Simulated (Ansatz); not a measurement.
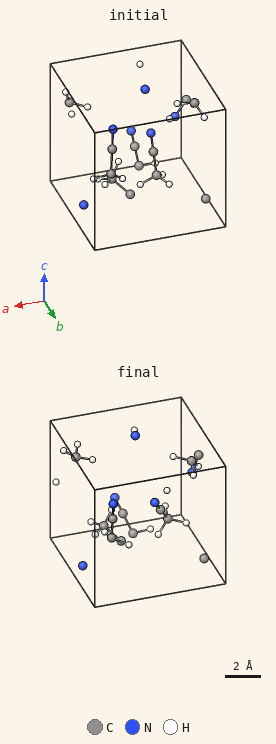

The structure of an amorphous cell of composition H3C2N before (top) and after (bottom) a relaxation, at one scale.

A ball-and-stick model of the cell of the calculation, seen from a free direction.

The cell holds 6 CH3CN. The run prepares the start of a later molecular dynamics calculation, from a guessed geometry.

Theory: Ansatz 0.2.0, DFT PBE-D3(BJ), scalar-relativistic, plane waves, PAW. Set-up: plane-wave cutoff 420 eV; k-point mesh 1 × 1 × 1; occupations fermi dirac; smearing width 0.05 eV; no spin polarisation; atoms relaxed in a fixed cell; force threshold 0.3 eV/Å; at most 15 steps.

**Describe what moved and what it gained.**

The relaxation stopped without meeting its thresholds, so the last structure isn't shown to be converged. It used up its limit of 15 steps. The largest move is that of an H atom, 1.70 Å along [−3 −2 1]. By element the largest moves are H 1.70 Å, N 1.44 Å, C 1.07 Å. The cell doesn't change. Near-neighbour distances that change, for instance: C–N 1.178 → 1.162 Å, C–C 1.461 → 1.448 Å, C–H 1.092 → 1.099 Å. The energy falls by 40.4 meV per atom in 14 geometry steps. The largest force component goes from 2.2 to 0.41 eV/Å. The run took 53 s on 1 thread of Arm Neoverse V1, on a shared host, peak memory 0.46 GiB.

Limits of the set-up: the periodic images lie only 8.1 Å apart, so the values are limited by the cell's size.
